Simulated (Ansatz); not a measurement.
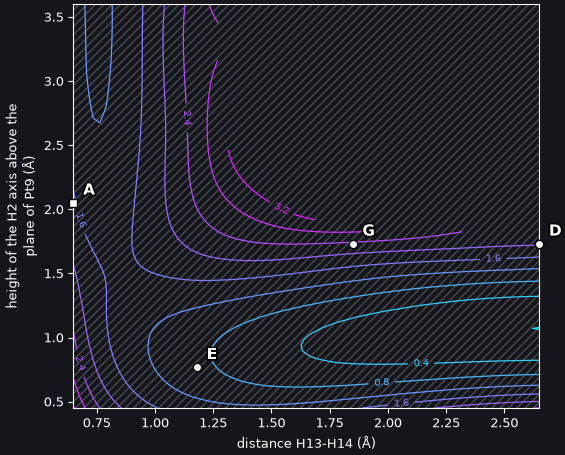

H₂ on a Pt(100) slab cut from the Fm-3m phase, its upper half relaxed before the scan (12 atoms of substrate and one adsorbate in a 2 × 2 cell). 
- H2 lies flat over one site of a rigid substrate while its bond length and height are varied; it sits over a hollow of the top layer over the deeper atom Pt5, heights counted from the top plane, its axis along the first surface vector.
- Coordinates scanned: (1) distance H13-H14; (2) height of the H2 axis above the plane of Pt9.
- The grid has 8 × 9 points. At 15 points there is no value (left out: too close to the surface, or the stretched molecule far from it).
- Points are written as (first, second).
- Energies are in eV, from the lowest grid point.
- The calculation used Ansatz 0.2.0, DFT PBE, scalar-relativistic, plane waves, PAW. Settings: cutoff 420 eV, k-mesh 5×5×1, gaussian smearing 0.1 eV, no spin polarisation.

The picture shows contour lines labelled in eV, hatched blanks where no value was computed, lettered points. Between grid points the surface is interpolated.

Question: Is A the lowest point of the computed grid?

Answer: No. A lies 1.65 eV above the lowest grid point, which is at (2.650 Å, 1.09 Å).

Question: Rank the lettered points by energy, lowest first.

Answer: E (0.90 eV), A (1.65 eV), D (2.04 eV), G (2.34 eV).

PAW datasets: the set soft_1.
